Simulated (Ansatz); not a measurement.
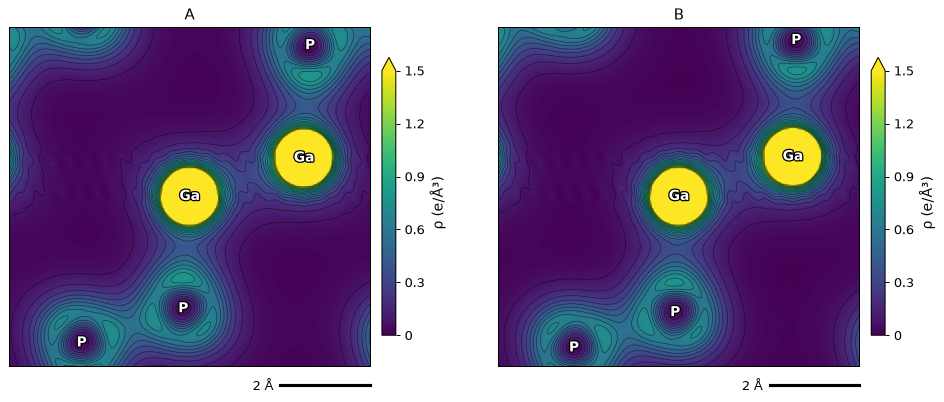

GaP. The valence electron density of two cells that differ in size and shape, on the (101̄) plane of each (indices in the axes of the calculation cell), at one length scale and on one colour scale: B has 26.5 Å³ an atom and A 24.6.

Method: DFT LDA, scalar-relativistic, plane waves, PAW in Ansatz 0.2.0.

The larger cell:

```yaml
crystal:
  lattice:
    - [4.19691, 0.00000, 0.00000]
    - [-2.09846, 1.21154, 6.94527]
    - [2.09846, -3.63463, 0.00000]
  atoms:
    - { symbol: Ga, position: [0.43537, 0.30612, 0.43537] }
    - { symbol: Ga, position: [0.56463, 0.69388, 0.56463] }
    - { symbol: P, position: [0.05739, 0.17217, 0.05739] }
    - { symbol: P, position: [0.94261, 0.82783, 0.94261] }
```

The smaller cell: a = 4.041 Å, b = 7.327 Å, c = 4.041 Å, α = 106.01°, β = 60.00°, γ = 106.01°.

**What does the compression do to the bonding and the properties?**

From the larger cell to the smaller, Ga–P goes from 2.60 to 2.51 Å, and the density at its midpoint from 0.38 to 0.43 e/Å³; P–P goes from 2.39 to 2.39 Å; the pressure goes from −12 to −11 GPa.
